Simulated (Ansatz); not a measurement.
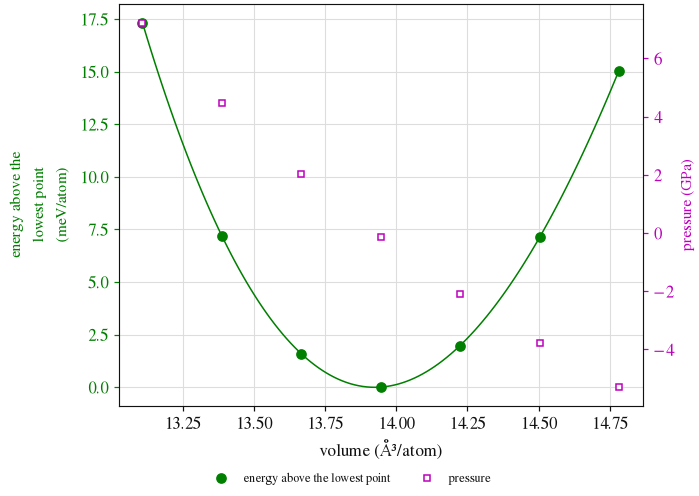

Computed with Ansatz 0.2.0 development build: equation of state of a cubic crystal from periodic Kohn-Sham density functional theory without spin, third-order Birch-Murnaghan fit to the free energies; pressure corrected for the finite basis. Level: PBE.

structure type simple cubic; atoms in cell 1; space group number 221; lattice centring simple cubic; k mesh 23×23×23; occupation method Fermi–Dirac; occupation width 0.06123 eV; wave cutoff 700 eV; datasets soft-1 PAW; density tolerance 1e−09 eV; bands 14; density cutoff ratio 4; search for lower states default.

Energy above the lowest point and pressure against volume for Cu, space group Pm-3m (No. 221) (one of a set of cubic test structures, which need not be the stable phase).

A third-order Birch–Murnaghan fit gives V0 = 13.92 Å³/atom, B0 = 103 GPa and B′ = 5.0. The energy above the lowest point is 17.3 meV/atom at volume 13.11 Å³/atom and 15.1 meV/atom at 14.78 Å³/atom; the lowest computed point is at volume 13.95 Å³/atom (0.0 meV/atom), in a single well. The pressure falls from 7.2 GPa at volume 13.11 Å³/atom to −5.3 GPa at 14.78 Å³/atom, and changes sign near 13.93 Å³/atom.

Limits of the calculation: cubic model structure, not the ambient form; modest k-mesh, values are not fully converged in k.
